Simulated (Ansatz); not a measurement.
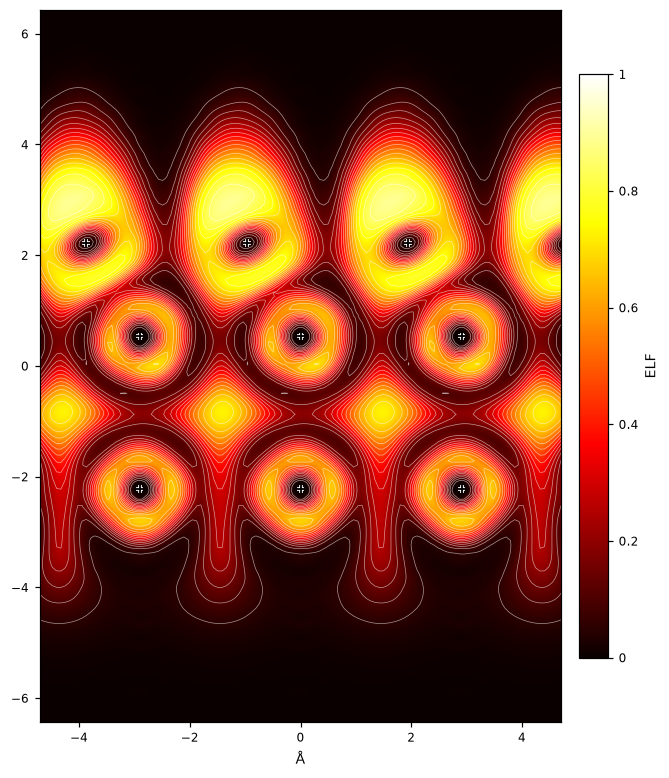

The ELF on a plane through atoms (crosses mark nuclei in the plane).

Method: DFT PBE, scalar-relativistic, plane waves, PAW (Ansatz).

Candidates:
A. Si, a = 5.47 Å, b = 5.47 Å, c = 5.47 Å, α = 90.00°, β = 90.00°, γ = 90.00°. Space group Fd-3m.
B. Ti$_{4}$C (slab), a = 2.91 Å, b = 4.11 Å, c = 19.65 Å, α = 90.00°, β = 90.00°, γ = 90.00°. Not relaxed (largest force 1.7 eV/Å); computed without spin polarisation.

Which candidate gave the map?

Candidate B: Ti$_{4}$C on the (010) plane of the calculation cell, a cut from vacuum to vacuum, which holds Ti and C. Ti–C (1.95 Å): the ELF peaks at about 0.80 in the valence shell of C, 0.6 Å from its nucleus, and is about 0.35 at the midpoint. Ti–Ti (2.76 Å): the ELF is about 0.20 at the midpoint: no localised pair shows between them.
